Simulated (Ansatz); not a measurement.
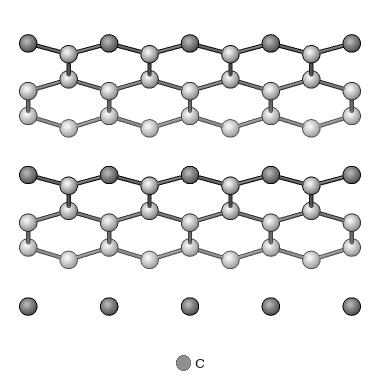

The system is H on a C(011) slab cut from the Fmmm phase, its upper half relaxed before the scan (12 atoms of substrate and one adsorbate in a 2 × 1 cell); the picture shows it without the atoms that are moved over the map. 
- H is moved over the surface cell at a fixed height above a rigid substrate; the origin of the map has the adsorbate above C11; the height is held at 2.50 Å.
- Places are given modulo a cell vector. The map is drawn in real space over the plane of the surface.
- Grid: 6 × 6 points; 24 points were computed and 12 follow by symmetry.
- Places are given in fractions of the 1 × 1 surface cell.
- Energies are in meV, from the lowest grid point.
- At a fixed height the lowest place need not be the adsorption site.
- Method: Ansatz, DFT PBE+D3(BJ), scalar-relativistic, plane waves, PAW. Settings: cutoff 420 eV, k-mesh 6×7×1, gaussian smearing 0.05 eV, spin-polarised.

Range: position of H13 along the first surface vector from 0.000 to 0.833; position of H13 along the second surface vector from 0.000 to 0.833.

Predict the map.

Answer. The lowest grid point is at the top site over a surface C atom, (0/6, 0/6) of the cell vectors. It is the only kind of minimum in the scanned range. The highest grid point, (3/6, 4/6) of the cell vectors [nearest 2 C at 3.09 Å], lies 432 meV above the lowest. On the interpolated surface the easiest way out of the lowest well to its copy in the next cell or period passes a barrier of about 240 meV. At the lowest point the adsorbate has 1 C at 2.50 Å as nearest neighbours, at the highest 2 C at 3.09 Å.

| second ↓, first → | 0/6 | 1/6 | 2/6 | 3/6 | 4/6 | 5/6 |
| --- | --- | --- | --- | --- | --- | --- |
| 5/6 | 114 | 134 | 361 | 379 | 361 | 134 |
| 4/6 | 215 | 222 | 236 | 432 | 236 | 222 |
| 3/6 | 224 | 228 | 235 | 238 | 235 | 228 |
| 2/6 | 150 | 160 | 367 | 377 | 367 | 160 |
| 1/6 | 29 | 241 | 289 | 313 | 289 | 241 |
| 0/6 | 0 | 219 | 281 | 311 | 281 | 219 |

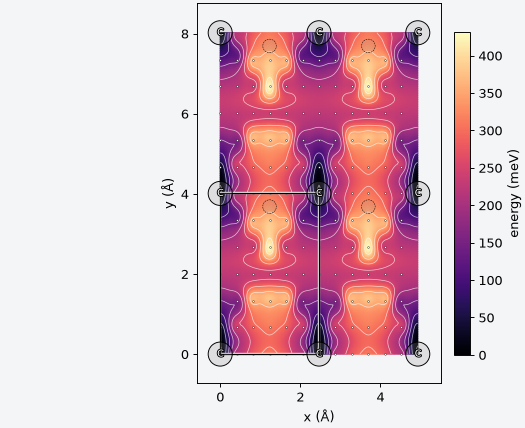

The picture shows a smooth colour map with a few white contour lines, dots at the grid points, labelled circles for the atoms of the top layer and small ones for the second layer, the outline of one cell of the 2 × 2 shown. Between grid points the surface is interpolated.

Time for the 24 points that were run: 23 min on 2 threads of Arm Neoverse V2 (shared host).

PAW datasets: the set soft_1.
